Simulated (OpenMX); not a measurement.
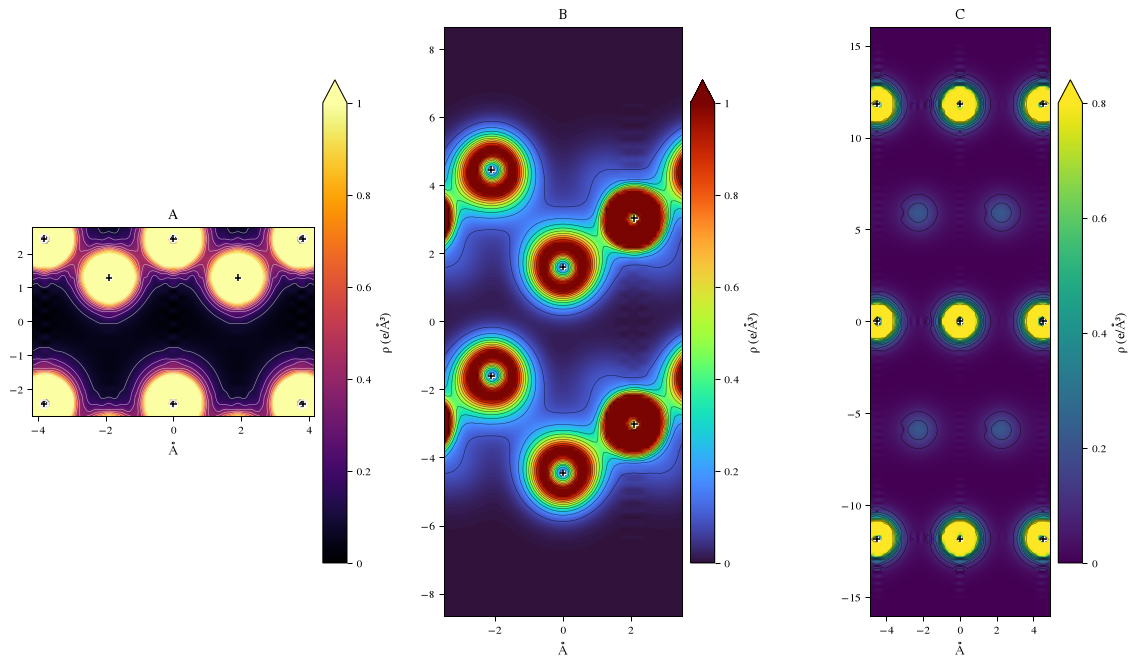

The valence electron density of 3 systems, each on a plane through atoms (crosses mark nuclei in the plane).

Theory: Kohn-Sham DFT of a periodic cell, PBE, OpenMX 2013 PBE set in OpenMX.

System 1: HfS2 (slab), the (110) plane of the calculation cell, a cut from vacuum to vacuum. Not relaxed (largest force 0.4 eV/Å).

System 2: Bi (slab), the (100) plane of the calculation cell, a cut from vacuum to vacuum. 

```
Bi
1.0
     4.53900    0.00000    0.00000
    -2.26950    3.93089    0.00000
     0.00000    0.00000   38.65800
Bi
5
Direct
  0.66667 0.33333 0.19401
  0.33333 0.66667 0.34700
  0.66667 0.33333 0.50000
  0.33333 0.66667 0.65300
  0.66667 0.33333 0.80599
```

System 3: SnO, the (100) plane of the conventional cell. Space group P4/nmm; a structure from a database of computed crystals, not necessarily the ambient phase; not relaxed (largest force 0.9 eV/Å); computed pressure about 7 GPa in this cell.

```yaml
crystal:
  lattice:
    - [3.81370, 0.00000, 0.00000]
    - [0.00000, 3.81370, 0.00000]
    - [0.00000, 0.00000, 4.88691]
  atoms:
    - { symbol: Sn, position: [0.50000, 0.00000, 0.76463] }
    - { symbol: Sn, position: [0.00000, 0.50000, 0.23537] }
    - { symbol: O, position: [0.00000, 0.00000, 0.00000] }
    - { symbol: O, position: [0.50000, 0.50000, 0.00000] }
```

Which map belongs to which system?

Answer. Panel A is system 3, SnO: the plane holds Sn and O. Sn–O (2.23 Å): ρ at the midpoint is about 0.44 e/Å³. Panel B is system 1, HfS2: the plane holds S and Hf. Hf–S (2.54 Å): ρ is about 0.43 e/Å³ halfway. Panel C is system 2, Bi: the plane holds Bi. Bi–Bi (4.54 Å): ρ at the midpoint is about -0.01 e/Å³.
